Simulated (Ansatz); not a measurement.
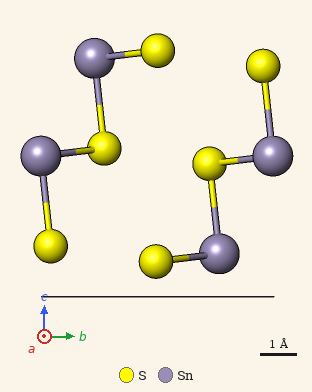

A slab of composition SnS2 (cut from the P-3m1 phase), before the constrained relaxation. The picture is a ball-and-stick view of the cell of the calculation, outlined in the plane, without the vacuum (origin shifted), seen along the a axis.

Case: clean slab, lower half held. The slab is the (1 0 1) face of SnS2. 8 atoms are held fixed.

The calculation used Ansatz 0.2.0, DFT PBE+D3(BJ), scalar-relativistic, plane waves, PAW.

The input:
```yaml
crystal:
  lattice:
    - [7.3394829456, 0.0, 0.0]
    - [-1.8348707364, 6.6135720772, 0.0]
    - [0.0, 0.0, 23.0116424123]
  atoms:
    - { symbol: S, position: [0.4894853319, 0.9579413277, 0.3693782411] }
    - { symbol: S, position: [0.9894853319, 0.9579413277, 0.3693782411] }
    - { symbol: Sn, position: [0.307729797, 0.2309191878, 0.3788831762] }
    - { symbol: Sn, position: [0.807729797, 0.2309191878, 0.3788831762] }
    - { symbol: S, position: [0.625974262, 0.503897048, 0.3883881113] }
    - { symbol: S, position: [0.125974262, 0.503897048, 0.3883881113] }
    - { symbol: S, position: [0.7972151289, 0.1888605155, 0.4904950649] }
    - { symbol: S, position: [0.2972151289, 0.1888605155, 0.4904950649] }
    - { symbol: Sn, position: [0.6154595939, 0.4618383757, 0.5] }
    - { symbol: Sn, position: [0.1154595939, 0.4618383757, 0.5] }
    - { symbol: S, position: [0.933704059, 0.7348162358, 0.5095049351] }
    - { symbol: S, position: [0.433704059, 0.7348162358, 0.5095049351] }
    - { symbol: S, position: [0.1049449258, 0.4197797034, 0.6116118887] }
    - { symbol: S, position: [0.6049449258, 0.4197797034, 0.6116118887] }
    - { symbol: Sn, position: [0.9231893909, 0.6927575635, 0.6211168238] }
    - { symbol: Sn, position: [0.4231893909, 0.6927575635, 0.6211168238] }
    - { symbol: S, position: [0.2414338559, 0.9657354237, 0.6306217589] }
    - { symbol: S, position: [0.7414338559, 0.9657354237, 0.6306217589] }
basis:
  ecutwfc: 420
kpoints:
  mp_grid: { grid: [4, 4, 1] }
hamiltonian:
  xc: pbe
  dispersion: d3bj
scf:
  occupations: { method: gaussian, width: 0.05 }
output:
  forces: true
  eigenvalues: true
  write_density: true
  write_potential: true
  elf: true
  volumetric_format: npy
relax:
  adjacent_minimum: "off"
  f_tol: 0.03
  max_steps: 70
  constraints: [{ sites: [0, 1, 2, 3, 4, 5, 6, 7] }]
efield:
  axis: 3
  dipole_correction: true
  ramp_width: 0.04
```

Command:
```bash
ansatz run input.yaml --threads 4 --pin off --max-ram 10240MiB --backend cpu --events-out ev --progress --plain --runs-dir out
```

Predict the outcome.

After 5 geometry steps the energy has fallen by 0.797 eV per cell of the calculation. Largest force component: 1.6 eV/Å at the start, 0.017 eV/Å at the end. The largest moves, 0.43 Å, are those of S17 and S18. S17 goes at 20° to the normal (+c side). Largest moves by element: S 0.43 Å, Sn 0.23 Å. The lattice vectors keep their values. Near-neighbour distances that change, for instance: Sn15–S17 2.583 → 2.472 Å, S5–Sn9 2.583 → 2.670 Å, S11–Sn15 2.583 → 2.518 Å, S13–Sn15 2.583 → 2.648 Å. Bond angles that change, for instance: S13–Sn16–S18 180.0° → 161.2°, S12–Sn16–S17 90.5° → 106.4°, S7–Sn10–S12 180.0° → 174.3°. Cost: 86 s on 4 threads of Intel(R) Xeon(R) 6975P-C (Granite Rapids) (shared host), peak memory 2.6 GiB.

After the run, drawn alike:

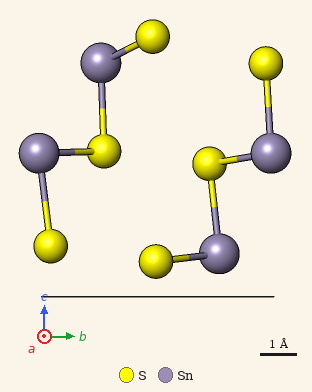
